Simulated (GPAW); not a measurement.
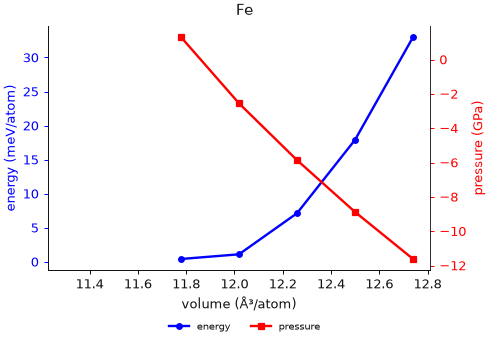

Plotted: energy and pressure against volume for Fe, space group Im-3m (No. 229).

Cell as given: a = 2.499 Å, b = 2.499 Å, c = 2.499 Å, α = 109.47°, β = 109.47°, γ = 109.47°; 1 atom.

Method: PAW DFT in plane waves, on a grid or in atomic orbitals, collinear spins; energies at scaled volumes of the given cell, shape and fractions fixed, counted from the fit's minimum, third-order Birch-Murnaghan fit (GPAW 26.7.0). Level: r2SCAN, collinear spin.

k mesh 13×13×13; occupations Fermi–Dirac; smearing width 0.05 eV; potentials GPAW PAW data sets (gpaw data 1.2.1); wave cutoff 600 eV; program settings basis pw.

The points at volume 11.30 Å³/atom and 11.54 Å³/atom are left out of the plot. What values does the calculation give there?

```csv
volume (Å³/atom),energy (meV/atom),pressure (GPa)
11.30,18.55,10.57
11.54,6.01,5.73
```
